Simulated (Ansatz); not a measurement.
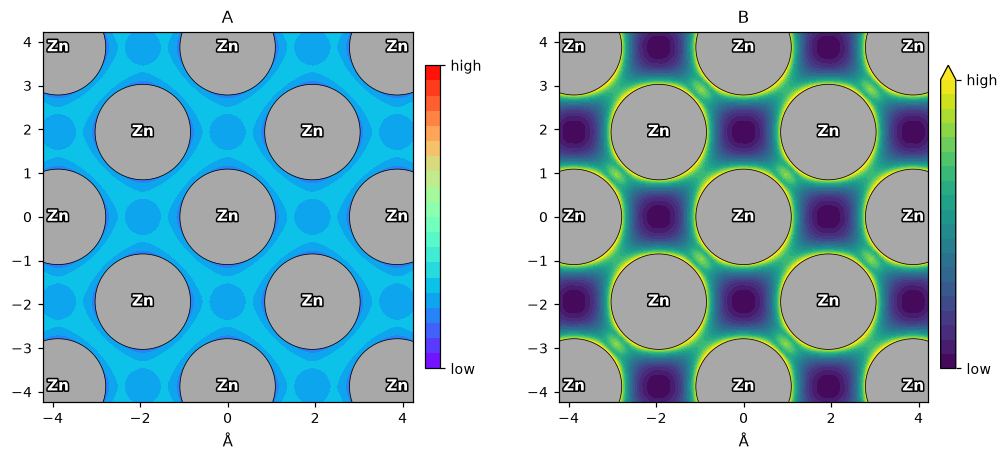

Zn: 2 fields on the (010) plane of the conventional cell, with unlabelled colour scales. Grey discs cover the atomic cores.

Space group Fm-3m; a structure from a database of computed crystals, not necessarily the ambient phase; computed pressure about 3 GPa in this cell.

Level of theory: Ansatz 0.2.0, Kohn-Sham DFT of a periodic cell, PBE0, Ansatz PAW.

Which field does each panel show? The fields are: electron localisation function and valence pseudo-density.

Answer. Panel A: electron localisation function. Panel B: valence pseudo-density. From the grid: Zn–Zn (2.74 Å): ρ at the midpoint is about 0.23 e/Å³; the ELF is about 0.30 at the midpoint; no localised pair shows between them.
